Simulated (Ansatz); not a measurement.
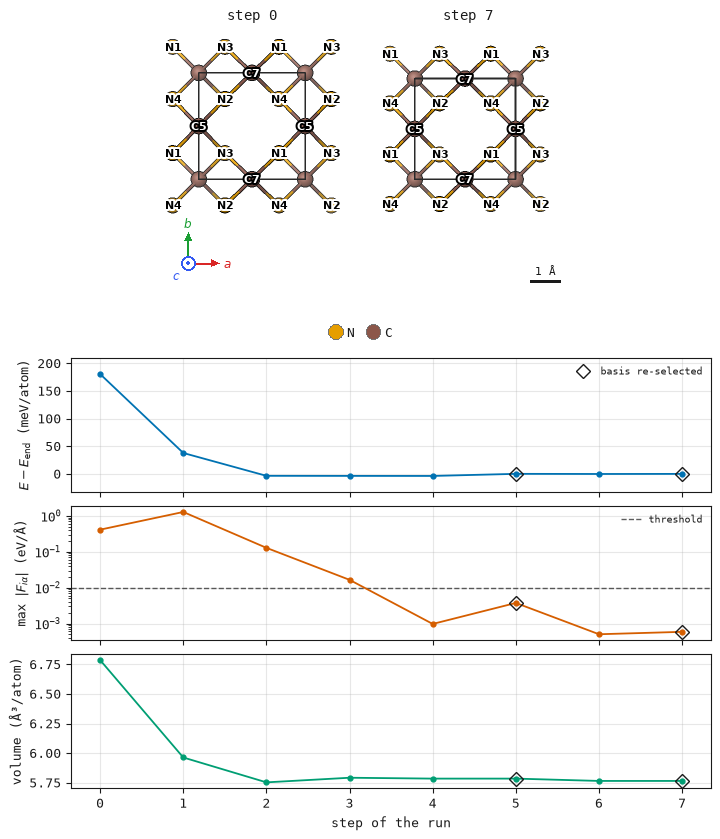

First and last geometry of a relaxation of crystalline C₃N₄ (set up in P-43m), with the history of the run. A ball-and-stick model of the cell of the calculation, seen along the c axis.

The run lets cell and atoms move.

These are results of Kohn-Sham DFT of a periodic cell, PBEsol, Ansatz PAW (Ansatz 0.2.0), not measurements.

The input:
```yaml
crystal:
  lattice:
    - [3.62161658, 0.0, 0.0]
    - [0.0, 3.62161658, 0.0]
    - [0.0, 0.0, 3.62161658]
  atoms:
    - { symbol: "N", position: [0.754313, 0.245687, 0.245687] }
    - { symbol: "N", position: [0.245687, 0.754313, 0.245687] }
    - { symbol: "N", position: [0.245687, 0.245687, 0.754313] }
    - { symbol: "N", position: [0.754313, 0.754313, 0.754313] }
    - { symbol: C, position: [0.0, 0.5, 0.0] }
    - { symbol: C, position: [0.0, 0.0, 0.5] }
    - { symbol: C, position: [0.5, 0.0, 0.0] }
hamiltonian:
  xc: pbesol
  pseudopotentials: { kind: paw }
kpoints:
  mp_grid: { grid: [8, 8, 8] }
scf:
  occupations: { method: fermi_dirac, width: 0.05 }
output:
  forces: true
  stress: true
  eigenvalues: true
relax:
  f_tol: 0.01
  max_steps: 40
  cell: { stress_tol: 0.05 }
```

Run as
```bash
ansatz run input.yaml --threads 4 --pin off --max-ram 11264MiB --backend cpu --events-out ev --progress --plain --runs-dir out
```

Q: What do the curves and the structures tell?

A: It converged. The atoms keep their places relative to the cell (all moves are under 0.005 Å). The drawn cell changes as follows: a = b = c 3.622 → 3.430 Å (−5.3 %); the volume changes by −15.0 %. Among the contacts that change: C–N 1.559 → 1.478 Å. The space group stays P-43m (No. 215). The energy falls by 181 meV per atom in 5 accepted moves (7 points after the start). Largest force component: 0.41 eV/Å at the start, 0.00059 eV/Å at the end. The pressure goes from −49.34 to −0.03 GPa. The SCF was repeated twice at an unchanged geometry on a basis and grid sized afresh for the cell, which shifted the energy by 3.8 meV per atom at most.
